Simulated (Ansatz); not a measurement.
## Sr: geometry relaxation (part 1 of 2)

Sr (P6₃/mmc, 4 atoms in the cell), computed with DFT, PBE, PAW with Ansatz's default frozen-core files, scalar-relativistic, no spin polarisation (Ansatz 0.2.0).

The structure was built on a prototype by a generator; it need not be a known phase. Its volume is 0.49 times that of the source entry. It belongs to a series of runs on one base structure; here: dhcp relaxed under pressure, PAW files. Figures and captions count atoms from 1; the log counts them from 0 in places.

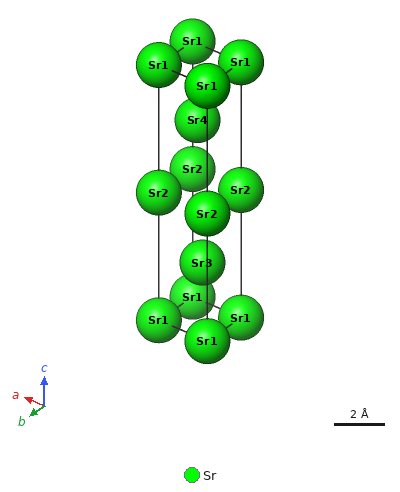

Figure 1. The starting structure (spheres-only view of the cell of the calculation, seen at an oblique angle; atoms are numbered from 1 in the order of the input).

### Key numbers

```json
{"quantity": "outcome", "value": "converged"}
{"quantity": "space group (tolerance 0.01 Å)", "value": "P6₃/mmc (194)"}
{"quantity": "electrons treated", "value": "40"}
{"quantity": "free energy", "value": "−14171.5197 eV"}
{"quantity": "Fermi energy", "value": "11.994 eV"}
{"quantity": "pressure", "value": "24.00 GPa"}
{"quantity": "final volume", "value": "106.27 Å³"}
{"quantity": "largest force (length of the vector) at the end", "value": "under 0.001 eV/Å"}
{"quantity": "final cell", "value": "a = 3.352 Å, b = 3.352 Å, c = 10.924 Å, α = 90.00°, β = 90.00°, γ = 120.00°"}
{"quantity": "hardware", "value": "2 threads of Arm Neoverse V2, 24 GiB of memory available, shared host"}
{"quantity": "wall time", "value": "8.5 s (CPU time 17 s)"}
{"quantity": "peak memory", "value": "0.38 GiB"}
```

The cell was relaxed to the target pressure of the input; what is minimised is then the enthalpy E + pV.

### The input
```yaml
crystal:
  lattice:
    - [3.3647370349, 0.0, 0.0]
    - [-1.6823685174, 2.9139477493, 0.0]
    - [0.0, 0.0, 10.9353953634]
  atoms:
    - { symbol: Sr, position: [0.0, 0.0, 0.0] }
    - { symbol: Sr, position: [0.0, 0.0, 0.5] }
    - { symbol: Sr, position: [0.3333333333, 0.6666666667, 0.25] }
    - { symbol: Sr, position: [0.6666666667, 0.3333333333, 0.75] }
kpoints:
  mp_grid: { grid: [11, 11, 3] }
scf:
  occupations: { method: fermi_dirac, width: 0.08 }
hamiltonian:
  xc: pbe
  pseudopotentials: { kind: paw }
output:
  forces: true
  stress: true
  eigenvalues: true
  write_density: true
  write_potential: true
  elf: true
  volumetric_format: npy
relax:
  f_tol: 0.005
  max_steps: 40
  cell: { p_target: 24.0, stress_tol: 0.03 }
```

Command:
```bash
ansatz run input.yaml --threads 2 --pin off --max-ram 5120MiB --backend cpu --events-out ev --progress --plain --runs-dir out
```

### What the program printed
```
Engine: ansatz 0.2.0, aarch64-unknown-linux-gnu
Pseudopotentials: kind: paw
Pseudopotential: Sr, paw, valence charge 10, recommended cutoff 420 eV (normal), Sr.paw.azcp
Functional definition: PBE
  parameter kappa = 0.804
  parameter beta = 0.06672455060314922
  exchange = pbe_x(kappa = kappa, mu = beta*pi^2/3)
  correlation = pbe_c(beta = beta)
Crystal: 4 atoms, lattice volume = 107.218 Å³
Basis set: ecut = 420 eV, 2137 PW (Γ), exchange–correlation on 48×48×150 points (8 copies of the dense FFT grid, shifted against one another)
Bands: 24, of which v1, the nominal top of the filled ones, is band 20 counted from 1 (19 counted from 0)
Symmetry: 24 space group operations
Space group: P63/mmc (ITA 194), of the structure as read, at distance tolerance 4.8e-5 Å
k-points: 32 of 363
Non-local potential: Sr, projectors of the file, l = 0: 3, l = 1: 2, l = 2: 2
PAW form: soft (Blöchl's): semilocal exchange-correlation on the pseudo side does not see the compensation charge
PAW one-centre angular grid: Sr, 110 points (default); XC on 64 Gauss nodes
Initial density: superposition of atomic densities (neutral atoms: chi_scale 0, normalization atom), corrected by the library's trained network
Initial wavefunctions: pseudopotential atomic-orbital guess
Functional: x = pbe(κ = 0.804, μ = 0.2195149727645171), c = pbe(β = 0.06672455060314922)
SCF iter   1: F=—  HF=-14171.660799 eV  |F-HF|=—  |Δ(HF+E_count)|=         —  Δρ=1.99e-3  dr2=4.71e-3  ethr=1.77e-3  ⟨swp⟩=8.6  Hψ=4245  notcnv=0
preconditioner: auto → Kerker (q_TF=auto, 2.315 Å⁻¹)  [metal: Δε(μ)=0.063 eV  Ē_g=14.347 eV  σ=0.080 eV  W_gap=0.19  n_scr=26 (ndim 8)  ℏωp=20.3 eV  f_vac=0.000  D(μ)=3.85/eV (n_scr^D=38)]
SCF iter   2: F=—  HF=-14171.659216 eV  |F-HF|=—  |Δ(HF+E_count)|=   1.58e-3  Δρ=1.27e-3  dr2=1.99e-3  ethr=1.18e-5  ⟨swp⟩=2.6  Hψ=1754  notcnv=0
SCF iter   3: F=—  HF=-14171.659690 eV  |F-HF|=—  |Δ(HF+E_count)|=   4.73e-4  Δρ=3.77e-4  dr2=9.19e-5  ethr=4.96e-6  ⟨swp⟩=2.4  Hψ=1318  notcnv=0
SCF iter   4: F=—  HF=-14171.659675 eV  |F-HF|=—  |Δ(HF+E_count)|=   1.45e-5  Δρ=1.91e-4  dr2=2.75e-5  ethr=2.30e-7  ⟨swp⟩=1.1  Hψ=791  notcnv=0
SCF iter   5: F=—  HF=-14171.659669 eV  |F-HF|=—  |Δ(HF+E_count)|=   6.22e-6  Δρ=2.70e-5  dr2=4.39e-7  ethr=6.88e-8  ⟨swp⟩=2.5  Hψ=1436  notcnv=0
SCF iter   6: F=-14171.659669 eV  HF=-14171.659669 eV  |F-HF|=1.55e-9  |Δ(HF+E_count)|=   9.87e-8  Δρ=5.28e-6  dr2=1.61e-8  ethr=2.50e-10  ⟨swp⟩=12.3  Hψ=6489  notcnv=0
SCF 1 converged in 6 iterations: F = -14171.659669 eV  dr2 = 1.61e-8
  greatest PAW one-centre occupation: 0.989 electrons in one spin orbital (limit 2), on the Sr atom at site 3 (counted from 0), in its partial waves of l = 0
relax step   1: F+E_penalty+E_count = -14171.65966895 eV  Δ(F+E_penalty+E_count) = +0.000e0 eV  max|allowed force component| = 7.401e-17 eV/Å  Δτ_max = 0.0000 Å  P = +23.454 GPa  Ω = 107.218 Å³  (6 SCF iters, dr2 threshold 1.00e-7 eV, accepted)
Crystal: 4 atoms, lattice volume = 105.727 Å³
Basis set: ecut = 420 eV, 2089 PW (Γ), exchange–correlation on 48×48×150 points (8 copies of the dense FFT grid, shifted against one another)
Initial density: handed on by an earlier stage of this run
Initial wavefunctions: those handed on with the density
iter 1 solved again at ethr=1.06e-6 eV; its pass at ethr=3.10e-3 eV (dr2=4.24e-4 eV) is discarded
SCF iter   1: F=—  HF=-14171.437934 eV  |F-HF|=—  |Δ(HF+E_count)|=         —  Δρ=7.57e-4  dr2=6.23e-4  ethr=1.06e-6  ⟨swp⟩=3.0  Hψ=4969  notcnv=0
preconditioner: auto → Kerker (q_TF=auto, 2.320 Å⁻¹)  [metal: Δε(μ)=0.076 eV  Ē_g=14.334 eV  σ=0.080 eV  W_gap=0.23  n_scr=26 (ndim 8)  ℏωp=20.4 eV  f_vac=0.000  D(μ)=3.85/eV (n_scr^D=38)]
SCF iter   2: F=—  HF=-14171.437746 eV  |F-HF|=—  |Δ(HF+E_count)|=   1.87e-4  Δρ=3.95e-4  dr2=1.92e-4  ethr=1.06e-6  ⟨swp⟩=2.0  Hψ=1278  notcnv=0
SCF iter   3: F=—  HF=-14171.437653 eV  |F-HF|=—  |Δ(HF+E_count)|=   9.36e-5  Δρ=6.06e-5  dr2=2.77e-6  ethr=4.80e-7  ⟨swp⟩=2.0  Hψ=1276  notcnv=0
SCF iter   4: F=-14171.437653 eV  HF=-14171.437653 eV  |F-HF|=1.39e-8  |Δ(HF+E_count)|=   4.17e-7  Δρ=8.93e-6  dr2=8.09e-8  ethr=1.00e-9  ⟨swp⟩=12.8  Hψ=6942  notcnv=0
SCF 2 converged in 4 iterations: F = -14171.437653 eV  dr2 = 8.09e-8
relax step   2: F+E_penalty+E_count = -14171.43765324 eV  Δ(F+E_penalty+E_count) = +2.220e-1 eV  max|allowed force component| = 9.252e-17 eV/Å  Δτ_max = 0.0000 Å  P = +24.319 GPa  Ω = 105.727 Å³  energy of the carried Pulay correction = +5.053e-5 eV  (4 SCF iters, dr2 threshold 4.00e-7 eV, accepted)
Crystal: 4 atoms, lattice volume = 106.264 Å³
Basis set: ecut = 420 eV, 2113 PW (Γ), exchange–correlation on 48×48×150 points (8 copies of the dense FFT grid, shifted against one another)
iter 1 solved again at ethr=1.08e-7 eV; its pass at ethr=3.10e-3 eV (dr2=4.32e-5 eV) is discarded
SCF iter   1: F=—  HF=-14171.518597 eV  |F-HF|=—  |Δ(HF+E_count)|=         —  Δρ=2.75e-4  dr2=8.19e-5  ethr=1.08e-7  ⟨swp⟩=4.0  Hψ=5010  notcnv=0
eigensolver tolerance schedule calibrated: the retry pair's looser diagonalisation under-reported the residual by θ = 0.47 (0.11/decade); ethr = c·dr2/N_el runs at the constant in force after the calibration composes with the one it found (an armed cap, an earlier calibration), c = 8.9e-2
preconditioner: auto → Kerker (q_TF=auto, 2.318 Å⁻¹)  [metal: Δε(μ)=0.059 eV  Ē_g=14.345 eV  σ=0.080 eV  W_gap=0.18  n_scr=26 (ndim 8)  ℏωp=20.4 eV  f_vac=0.000  D(μ)=3.86/eV (n_scr^D=38)]
SCF iter   2: F=—  HF=-14171.518568 eV  |F-HF|=—  |Δ(HF+E_count)|=   2.89e-5  Δρ=1.44e-4  dr2=2.51e-5  ethr=1.08e-7  ⟨swp⟩=2.0  Hψ=1322  notcnv=0
SCF iter   3: F=-14171.518556 eV  HF=-14171.518556 eV  |F-HF|=4.96e-8  |Δ(HF+E_count)|=   1.21e-5  Δρ=2.11e-5  dr2=2.91e-7  ethr=6.64e-10  ⟨swp⟩=10.6  Hψ=7196  notcnv=0
SCF 3 converged in 3 iterations: F = -14171.518556 eV  dr2 = 2.91e-7
relax step   3: F+E_penalty+E_count = -14171.51855586 eV  Δ(F+E_penalty+E_count) = -8.090e-2 eV  max|allowed force component| = 9.252e-17 eV/Å  Δτ_max = 0.0000 Å  P = +24.004 GPa  Ω = 106.264 Å³  energy of the carried Pulay correction = +3.227e-5 eV  (3 SCF iters, dr2 threshold 2.98e-7 eV, accepted)
Crystal: 4 atoms, lattice volume = 106.272 Å³
iter 1 solved again at ethr=7.62e-9 eV; its pass at ethr=3.10e-3 eV (dr2=3.05e-6 eV) is discarded
SCF iter   1: F=—  HF=-14171.519773 eV  |F-HF|=—  |Δ(HF+E_count)|=         —  Δρ=2.32e-5  dr2=5.00e-7  ethr=7.62e-9  ⟨swp⟩=3.0  Hψ=4941  notcnv=0
preconditioner: auto → Kerker (q_TF=auto, 2.318 Å⁻¹)  [metal: Δε(μ)=0.060 eV  Ē_g=14.342 eV  σ=0.080 eV  W_gap=0.18  n_scr=26 (ndim 8)  ℏωp=20.4 eV  f_vac=0.000  D(μ)=3.86/eV (n_scr^D=38)]
SCF iter   2: F=—  HF=-14171.519768 eV  |F-HF|=—  |Δ(HF+E_count)|=   4.34e-6  Δρ=1.55e-5  dr2=1.99e-7  ethr=1.25e-9  ⟨swp⟩=1.0  Hψ=773  notcnv=0
SCF iter   3: F=-14171.519768 eV  HF=-14171.519768 eV  |F-HF|=1.19e-9  |Δ(HF+E_count)|=   3.51e-8  Δρ=1.89e-6  dr2=3.34e-9  ethr=8.53e-12  ⟨swp⟩=7.5  Hψ=5868  notcnv=0
SCF 4 converged in 3 iterations: F = -14171.519768 eV  dr2 = 3.34e-9
relax step   4: F+E_penalty+E_count = -14171.51976826 eV  Δ(F+E_penalty+E_count) = -1.212e-3 eV  max|allowed force component| = 8.789e-17 eV/Å  Δτ_max = 0.0000 Å  P = +23.999 GPa  Ω = 106.272 Å³  energy of the carried Pulay correction = +3.201e-5 eV  (3 SCF iters, dr2 threshold 3.41e-9 eV, accepted)
Initial wavefunctions: pseudopotential atomic-orbital guess (no wavefunctions were taken with the density)
iter 1 solved again at ethr=1.46e-7 eV; its pass at ethr=3.10e-3 eV (dr2=5.84e-5 eV) is discarded
SCF iter   1: F=—  HF=-14171.519739 eV  |F-HF|=—  |Δ(HF+E_count)|=         —  Δρ=5.13e-6  dr2=5.40e-9  ethr=1.46e-7  ⟨swp⟩=4.7  Hψ=7144  notcnv=0
eigensolver tolerance schedule: the retry pair's looser diagonalisation over-reported the residual by 10809.50 of it (diagonalisation noise at 1.04 of the residual, at the tolerance the schedule requests for it); recorded, not acted on — ethr = c·dr2/N_el stays at c = 1.0e-1
SCF iter   2: F=—  HF=-14171.519736 eV  |F-HF|=—  |Δ(HF+E_count)|=   2.62e-6  Δρ=2.26e-6  dr2=2.26e-9  ethr=1.35e-11  ⟨swp⟩=3.7  Hψ=2170  notcnv=0
SCF iter   3: F=—  HF=-14171.519736 eV  |F-HF|=—  |Δ(HF+E_count)|=   2.27e-9  Δρ=6.21e-7  dr2=2.41e-10  ethr=5.65e-12  ⟨swp⟩=2.8  Hψ=1414  notcnv=0
SCF iter   4: F=—  HF=-14171.519736 eV  |F-HF|=—  |Δ(HF+E_count)|=  8.55e-11  Δρ=2.27e-7  dr2=4.14e-11  ethr=1.00e-12  ⟨swp⟩=1.0  Hψ=768  notcnv=0
SCF iter   5: F=-14171.519736 eV  HF=-14171.519736 eV  |F-HF|=0.00e0  |Δ(HF+E_count)|=  9.09e-12  Δρ=2.33e-8  dr2=5.04e-13  ethr=1.00e-12  ⟨swp⟩=6.9  Hψ=3934  notcnv=0
SCF 5 converged in 5 iterations: F = -14171.519736 eV  dr2 = 5.04e-13
relax step   5: F+E_penalty+E_count = -14171.51973594 eV  Δ(F+E_penalty+E_count) = +3.233e-5 eV  max|allowed force component| = 1.388e-16 eV/Å  Δτ_max = 0.0000 Å  P = +23.999 GPa  Ω = 106.272 Å³  stress off target by 1.56e-2 GPa  SCF on the basis re-selected at this cell (its energy is not comparable with the rows above)  (5 SCF iters)
```

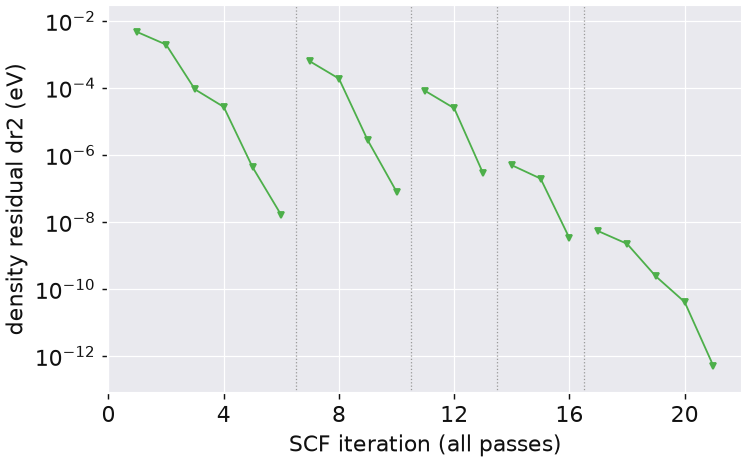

Figure 2. Convergence of the self-consistent field: density residual dr2 against the SCF iteration. The dotted lines part the SCF passes of the relaxation: geometry steps, rejected trials and re-solves on a re-selected basis. The 5 passes take 3 to 6 iterations each, 21 in all.

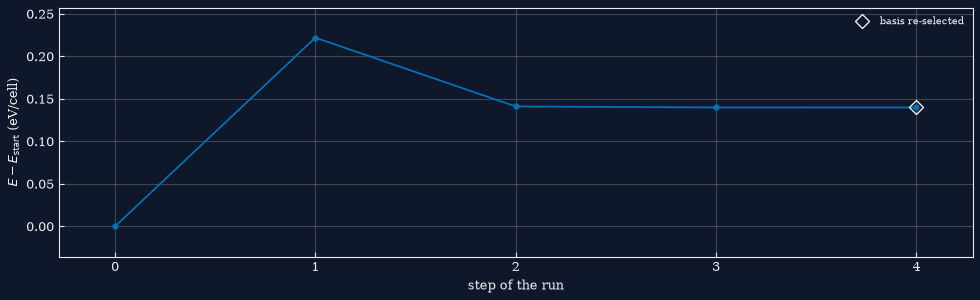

Figure 3. Progress of the relaxation, step by step (the first geometry is step 0 here and step 1 in the log). The atoms keep their places relative to the cell (all moves are under 0.005 Å). Cell: a = b 3.365 → 3.352 Å (−0.4 %), c 10.935 → 10.924 Å (−0.1 %). Volume −0.9 %. Distances before and after: Sr1–Sr1 3.365 → 3.352 Å, Sr1–Sr3 3.354 → 3.347 Å. The space group stays P6_3/mmc (No. 194). After 3 geometry steps the energy has risen by 0.140 eV per cell of the calculation. All forces vanish by symmetry, so only the cell relaxes. The pressure goes from 23.45 to 24.00 GPa. A last SCF at the same geometry on a re-selected plane-wave basis shifts the energy by +0.0 meV per cell of the calculation. (Atoms are counted from 1 in the order of the input.)

```
basis re-selected at this cell: Δ(F+E_penalty+E_count) = +3.233e-5 eV, ΔP = -0.000 GPa vs the last step (what re-selecting the basis moved, of the pressure what is left beyond the Pulay correction that the steps carried, after the strain that the cell walked since its last selection, with what the two solves' SCF thresholds leave and, on support functions, any second-order correction that the steps lacked; it is no measure of the basis error at this ecutwfc). This SCF's stress stands 1.56e-2 GPa from its target on what of the cell is left free (relax.cell.stress_tol is 3.00e-2 GPa) and its largest allowed force component is 1.39e-16 eV/Å (relax.f_tol is 5.00e-3 eV/Å): within both
SCF converged after 5 iterations
Free energy (F): -14171.519736 eV
Harris-Foulkes:  -14171.519736 eV  (|F-HF|=0.00e0)
Internal energy: -14171.435885 eV  (E = F + TS)
E sigma→0 (E₀):  -14171.477810 eV
Entropy (-TS):   -0.083851 eV (-20.963 meV/atom)
Fermi energy:    11.993890 eV
--- Per-component energies (eV) ---
  E_band       = -231.951117
  E_kinetic    = 1002.568755
  E_local      = -2211.384735  (includes V_loc(G=0)·N_el)
  E_nonlocal   = 811.942643
  E_hartree    = 492.283312
  E_xc         = -700.137499
  E_vxc        = -658.101467  (∫ρ·V_xc dr)
  E_paw        = -10779.136260  (= ΣΔE_a)
  E_vpaw       = -161.542949  (= ΣTr[D̂ρ^β])
  E_aug_tail   = -0.000006  (compensation charges beyond the density's cutoff)
  E_ewald      = -2787.572094
  E_smearing   = -0.083851  (= −TS)
  E_closure    = 0.000000  (closes the sum)
  Σ components = -14171.519736   (vs F -14171.519736, Δ=0.00e0)
--- Forces (eV/Å), atoms counted from 1 ---
  atom   1  Sr     0.00000000     0.00000000     0.00000000
  atom   2  Sr     0.00000000     0.00000000    -0.00000000
  atom   3  Sr     0.00000000     0.00000000    -0.00000000
  atom   4  Sr    -0.00000000    -0.00000000     0.00000000
  max |Σ_I F_I| component: 4.21e-30 eV/Å
--- Stress (GPa, compression-positive) ---
       23.991084       0.000000      -0.000000
        0.000000      23.991084      -0.000000
       -0.000000      -0.000000      24.015558
  P = ⅓ Tr σ = 23.9992 GPa (239.992 kbar)
--- Band table (eV; the first three rows and the last of 32) ---
  k-point 0: bands = ["-23.6280", "-23.4986", "-23.4587", "-23.3230", "-6.6267", "-5.7807", "-5.7486", "-4.9986", "-4.9986", "-4.9080", "-4.9080", "-4.8651", "-4.8651", "-4.7712", "-4.7712", "-4.7646", "7.9999", "9.7516", "9.7760", "10.5176", "13.7999", "13.8572", "14.7253", "14.8442"]
```
